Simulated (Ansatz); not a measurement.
## Electronic structure of Co in real space

Input

```
crystal:
  lattice:
    - [-2.4287103965, 0.0, 0.0]
    - [-1.2143551982, -2.1033249018, 0.0]
    - [-0.6071775991, -1.0516624509, 11.7529910346]
  atoms:
    - { symbol: Co, position: [0.3333333333, -0.0416583333, 0.7499833333], spin: 1.72 }
    - { symbol: Co, position: [0.3333333333, 0.291675, 0.0833166667], spin: 1.72 }
    - { symbol: Co, position: [0.3333333333, 0.1250083333, 0.41665], spin: 1.72 }
    - { symbol: Co, position: [0.6666666667, 0.2083416667, 0.91665], spin: 1.72 }
    - { symbol: Co, position: [0.6666666667, 0.541675, 0.2499833333], spin: 1.72 }
    - { symbol: Co, position: [0.6666666667, 0.3750083333, 0.5833166667], spin: 1.72 }
basis:
  ecutwfc: 520.0
kpoints:
  mp_grid: { grid: [20, 20, 4] }
hamiltonian:
  xc: lda
  pseudopotentials: { kind: paw, azcp: { folder: soft_1 } }
scf:
  occupations: { method: gaussian, width: 0.15 }
output:
  forces: true
  stress: true
  eigenvalues: true
  populations: true
  write_density: true
  write_potential: true
  elf: true
  volumetric_format: npy
magnetization:
  spin_polarized: true
```

Command:

```sh
ansatz run input.yaml --threads 4 --pin off --max-ram 8192MiB --backend cpu --events-out ev --progress --plain --runs-dir out
```

Below, planes, directions and counts refer to the conventional cell (a = 4.21 Å, b = 2.43 Å, c = 11.94 Å, α = 90.00°, β = 100.15°, γ = 90.00°).

Space group C2/m; a point of a scan over the structure, not its minimum; not relaxed (largest force 1.7 eV/Å); computed pressure about 3 GPa in this cell; the SCF solution may not be the lowest one; PAW files of the earlier set (soft_1); spin-polarised.

Level of theory: Ansatz 0.2.0, DFT LDA, scalar-relativistic, plane waves, PAW.

The density is the valence pseudo-density of a PAW calculation; it isn't the true density close to the nuclei.

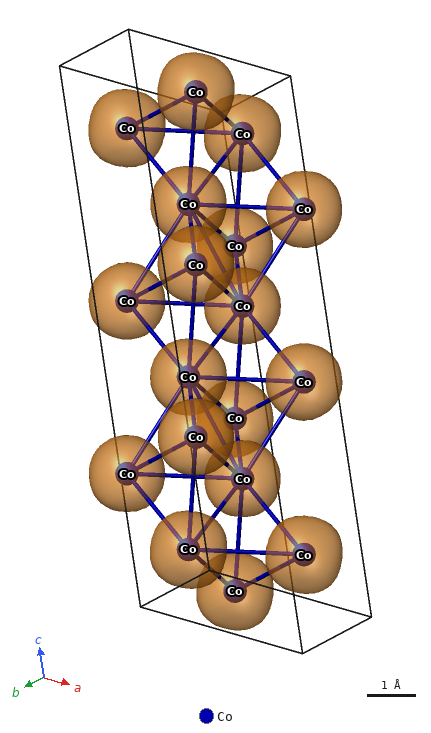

Figure 1. Isosurfaces of the spin density at +0.1 (orange) and −0.1 e/Å³ (purple), seen at an oblique angle. Sticks mark near contacts.

> Which atoms carry the moments, and with what signs?

The spin density sits on Co: +1.5 μB (×12) in one cell of 12 atoms: parallel moments (a ferromagnetic arrangement) in this solution. The cell of the calculation (6 atoms) carries 9.1 μB of net spin moment. Only one sign reaches the isovalue.

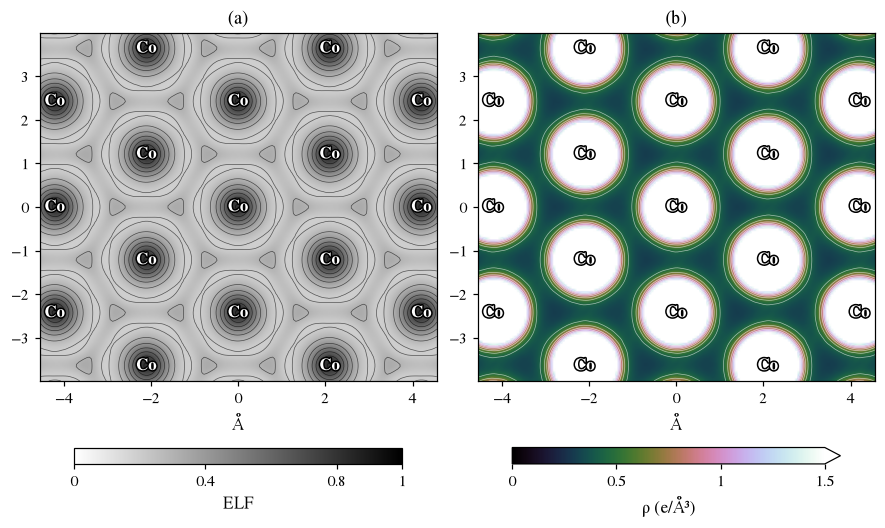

Figure 2. (a) ELF; (b) valence electron density on the (001) plane of the conventional cell.

> What does the map show?

The plane passes through Co nuclei.
Co–Co (2.43 Å): ρ at the midpoint is about 0.38 e/Å³; the ELF is about 0.25 at the midpoint; no shared electron pair shows on this line.
Between the atoms the lowest density in this plane is 0.3 e/Å³.
The features right at Co lie inside the PAW spheres, where the map follows smoothed inner orbitals and isn't to be read closely.
